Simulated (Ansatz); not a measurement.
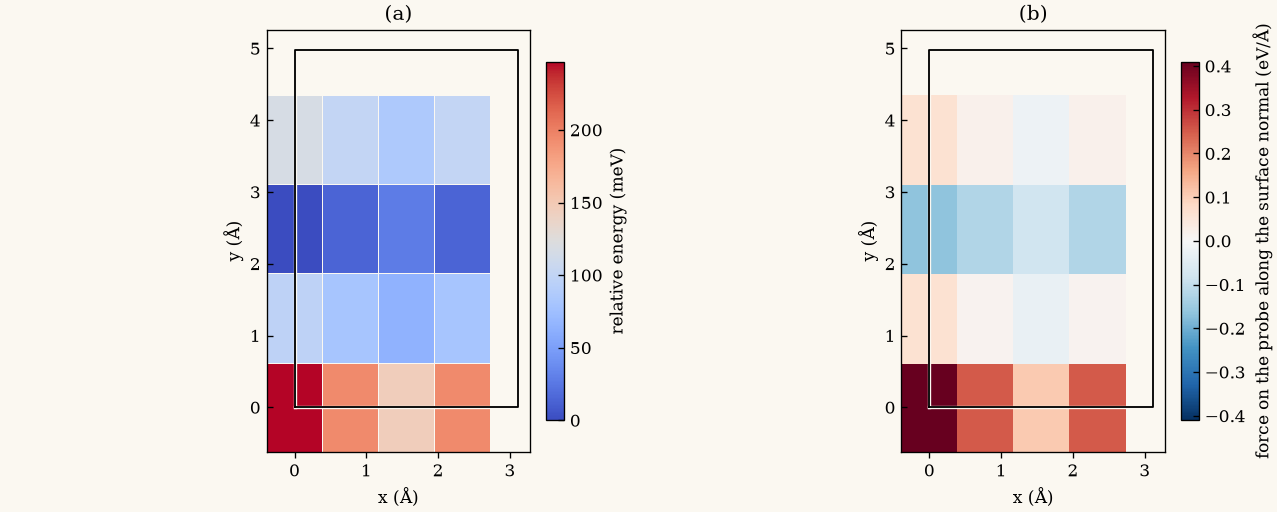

N₂ on an AlN(100) slab cut from the P6_3mc phase, its upper half relaxed before the scan (16 atoms of substrate and one adsorbate in a 2 × 1 cell). N2 is moved over the surface cell at a fixed height above a rigid substrate; the origin of the map has the adsorbate above N15; the height is held at 2.90 Å. Places are given modulo a cell vector. The map is drawn in real space over the plane of the surface. The scan uses a 4 × 4 grid; 12 points were computed and 4 follow by symmetry. Places are given in fractions of the 1 × 1 surface cell. Energies: meV, counted from the lowest grid point. At a fixed height the lowest place need not be the adsorption site. Theory: DFT PBE+D3(BJ), scalar-relativistic, plane waves, PAW in Ansatz 0.2.0. Settings: cutoff 420 eV, k-mesh 5×6×1, gaussian smearing 0.05 eV, no spin polarisation.

Panel (a) is the energy and panel (b) the computed force on the probe along the surface normal on the same grid.

Drawn: one coloured cell a grid point, the outline of one cell of the plane.

**How does the force on the probe along the surface normal vary over the map, and what is it at the lowest grid point?**

It runs from −0.16 eV/Å at (0/4, 2/4) of the cell vectors to 0.41 eV/Å at the top site over a surface N atom, (0/4, 0/4) of the cell vectors. At the lowest grid point, (0/4, 2/4) of the cell vectors, it is −0.16 eV/Å.

PAW datasets: the set soft_1.
